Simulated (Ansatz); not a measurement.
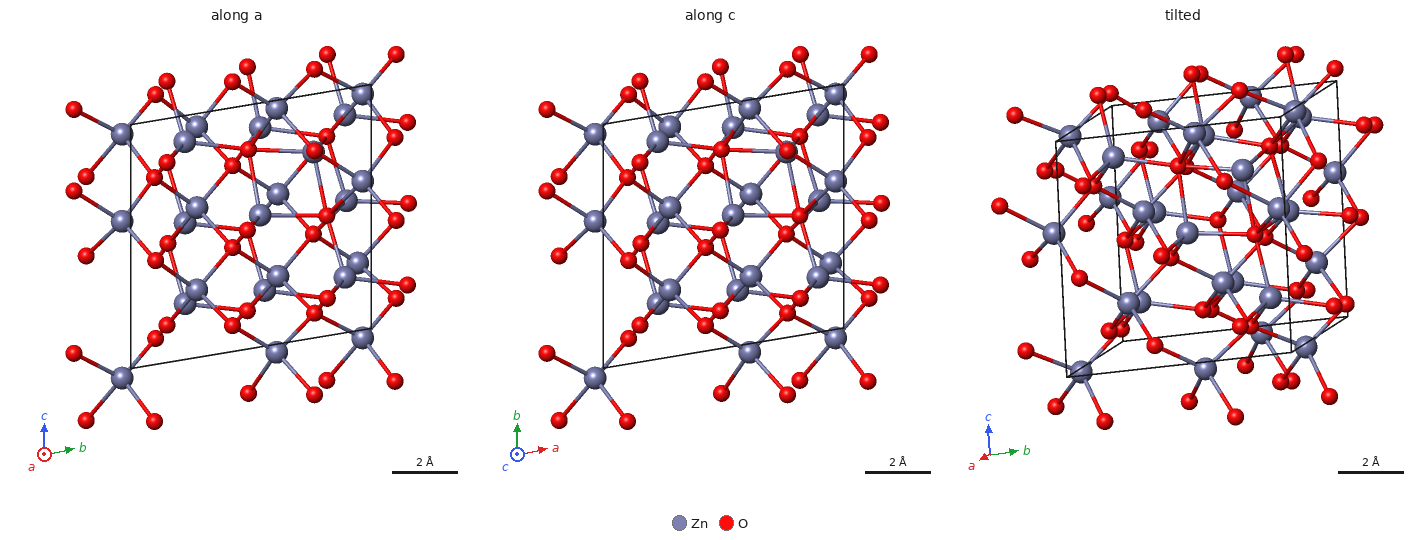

We look at a ball-and-stick model of the crystal along the a axis, along the c axis and slightly off an axis. The frame is the simulation cell; atoms at its boundary are shown with their periodic copies. A few atoms beyond the faces are included. Cell: a = 7.764 Å, b = 7.764 Å, c = 7.764 Å, α = 78.63°, β = 78.63°, γ = 78.63°.

This is Zn₁₉O₁₈. The lattice is rhombohedral (trigonal R) and the space group R3m (No. 160). There are 37 atoms in the cell: 19 Zn, 18 O. Coordination numbers (contacts within bonding distance): Zn 3 to 4 (mean 3.9) and O 4 to 5 (mean 4.2). Not all metal-metal contacts are counted. The bonds build a three-dimensional framework.

It goes back to a structure listed in the Materials Project, repeated into a supercell with a point defect put in. The atoms were relaxed in a fixed cell with DFT PBE, scalar-relativistic, plane waves, PAW (Ansatz 0.2.0).
